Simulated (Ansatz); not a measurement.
# Calculations on F$_{33}$Li$_{31}$

### Relaxation

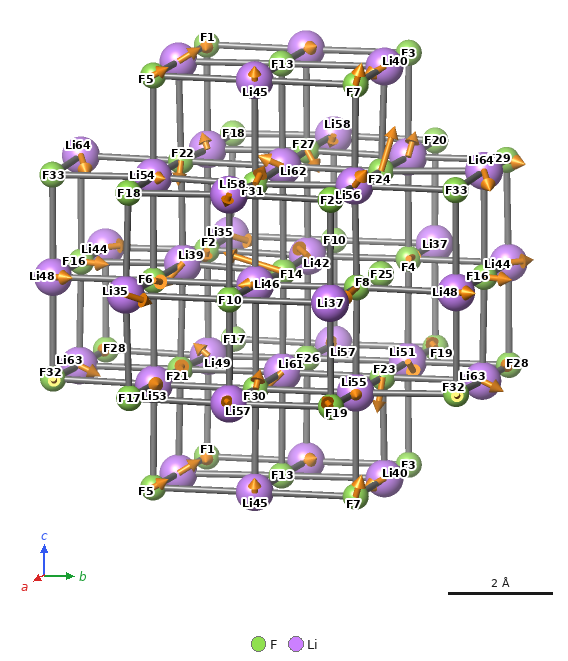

This is a relaxation of a defect cell of composition F$_{33}$Li$_{31}$ (cell charge +1). The starting structure is drawn; orange arrows show the displacements, magnified 10 times.

A ball-and-stick model of the atoms within 5.0 Å of the atom that moves most (axes of the cell of the calculation), seen slightly off an axis.

Theory: DFT, PBEsol, PAW, plane waves in Ansatz. Set-up: plane-wave cutoff 420 eV; k-point mesh 1 × 1 × 1; mesh shifted by (0.25, 0.25, 0.25); collinear spin; atoms relaxed in a fixed cell; force threshold 0.03 eV/Å; at most 80 steps.

Which element moves most?

Answer. Fluorine: up to 0.13 Å, against 0.07 Å for lithium.

What happened in the run?

Answer. The largest move is that of an F atom, 0.13 Å along [0 −3 1]. By element the largest moves are F 0.13 Å, Li 0.07 Å. The lattice vectors keep their values. Near-neighbour distances that change, for instance: F–Li 2.028 → 1.921 Å, F–Li 2.085 → 1.994 Å, F–Li 2.003 → 1.921 Å, F–Li 1.953 → 2.030 Å. Among the angles between lasting bonds that change: Li–F–Li 86.6° → 91.6°, F–Li–F 88.2° → 93.0°, F–Li–F 92.1° → 87.3°. After 3 geometry steps the energy has fallen by 0.488 eV per cell of the calculation. Largest force component: 1.1 eV/Å at the start, 0.0068 eV/Å at the end. Cost: 36 s on 7 threads of Arm Neoverse-V2, peak memory 1.6 GiB.

Limits of the set-up: the periodic images lie only 8.0 Å apart, so the values are limited by the cell's size; the cell is charged, on a uniform background, and energies carry no finite-size correction.

### Relaxation

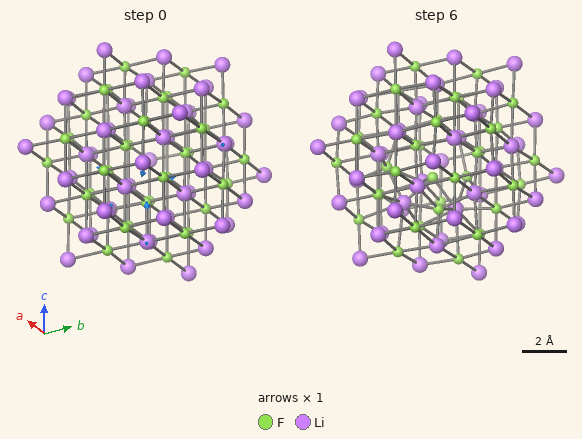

The structure of a defect cell of composition F33Li31 (cell charge −2) before (left) and after (right) a relaxation, at one scale. The blue arrows give the displacements, at their true length.

The picture is a ball-and-stick view of the atoms within 5.8 Å of the atom that moves most (axes of the cell of the calculation (origin shifted)), seen from a free direction.

All numbers below come from Ansatz, DFT, PBEsol, PAW, plane waves. (plane-wave cutoff 420 eV; k-point mesh 1 × 1 × 1; mesh shifted by (0.25, 0.25, 0.25); no spin polarisation; atoms relaxed in a fixed cell; force threshold 0.03 eV/Å; at most 80 steps)

Question: What changed between the two?

Answer: An F atom moves most: 0.84 Å along [−1 −1 −1]. By element the largest moves are F 0.84 Å, Li 0.41 Å. The cell doesn't change. Among the contacts that change: F–Li 2.809 → 1.805 Å, F–Li 2.004 → 2.383 Å, F–Li 2.016 → 2.372 Å, F–Li 2.003 → 2.355 Å. New bonds form, among them: F–Li (2.79 → 1.81 Å), F–Li (2.81 → 1.81 Å). Among the angles between lasting bonds that change: F–Li–F 90.0° → 134.3°, F–Li–F 89.9° → 133.4°, F–Li–F 91.2° → 134.4°. Over 6 geometry steps the energy falls by 7.118 eV per cell of the calculation. Largest force component: 5.6 eV/Å at the start, 0.0052 eV/Å at the end.

Limits of the set-up: the periodic images lie only 8.0 Å apart, so the values are limited by the cell's size; the cell is charged, on a uniform background, and energies carry no finite-size correction.

### Defect

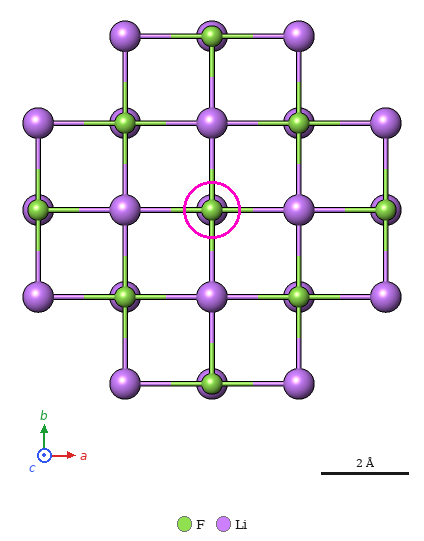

Perfect LiF. The picture is a ball-and-stick view of the atoms within 5.4 Å of one point, in a slice 5.0 Å thick across the line of sight, seen along the c axis.

These are results of DFT, PBEsol, PAW, plane waves in Ansatz, not measurements. (plane-wave cutoff 420 eV; k-point mesh 1 × 1 × 1; mesh shifted by (0.25, 0.25, 0.25); collinear spin) Fermi-Dirac smearing of 0.01 eV. A uniform background neutralises the charged cell. The axes drawn are those of the host's conventional cell.

A lithium atom is replaced by fluorine at the ringed place, in charge state −1. The supercell has 64 sites, and the atoms are relaxed at the host's cell.

### How do the neighbours respond?

In the host the Li atom has 6 F at 2.00 Å; the F atom ends with 1 Li at 1.82 Å, 2 F at 1.95 to 1.96 Å. Of the host's atoms, a fluorine atom moves furthest from its site, by 0.53 Å. The F atom itself moves 1.18 Å from where it was put. The cell's net moment is 1.00 μB.

The relaxed defect, seen from the same direction:

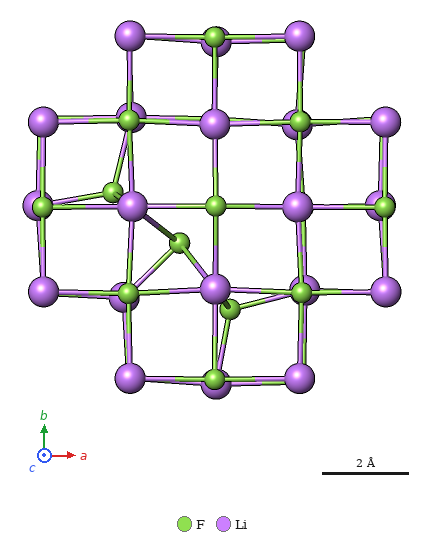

Limits of the set-up: the periodic images lie only 8.0 Å apart, so the values are limited by the cell's size; the cell is charged, on a uniform background, and energies carry no finite-size correction.

### Defect

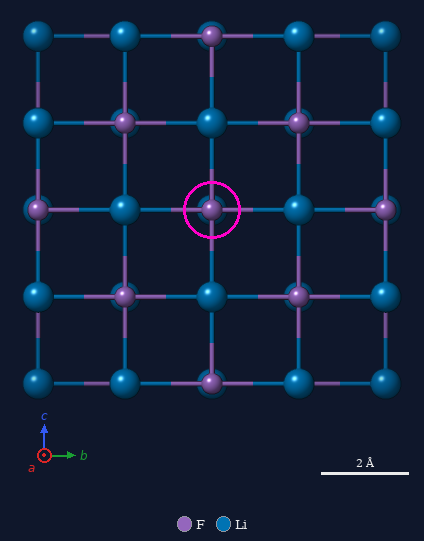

Perfect LiF. Style: ball-and-stick. Shown: the atoms within 6.0 Å of one point, in a slice 5.0 Å thick across the line of sight, along the a axis.

All numbers below come from DFT, PBEsol, PAW, plane waves (Ansatz). (plane-wave cutoff 420 eV; k-point mesh 1 × 1 × 1; mesh shifted by (0.25, 0.25, 0.25); no spin polarisation) Fermi-Dirac smearing of 0.01 eV. A uniform background neutralises the charged cell. The axes drawn are those of the host's conventional cell.

A lithium atom is replaced by fluorine at the ringed place, in charge state −2. The supercell has 64 sites, and the atoms are relaxed at the host's cell.

### How do the neighbours respond?

In the host the Li atom has 6 F at 2.00 Å; the F atom ends with 3 Li at 1.81 Å. Of the host's atoms, a fluorine atom moves furthest from its site, by 0.56 Å. The F atom itself moves 0.88 Å from where it was put.

The relaxed defect, seen from the same direction:

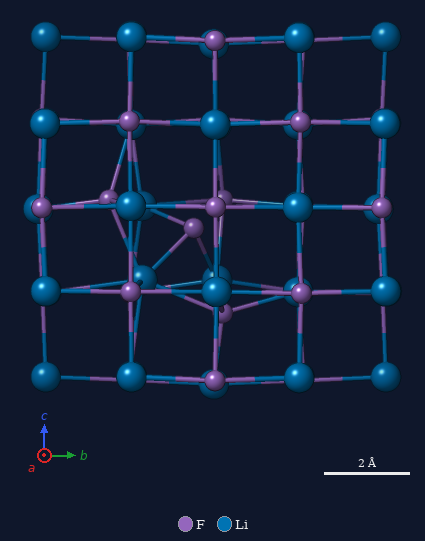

Limits of the set-up: the periodic images lie only 8.0 Å apart, so the values are limited by the cell's size; the cell is charged, on a uniform background, and energies carry no finite-size correction.
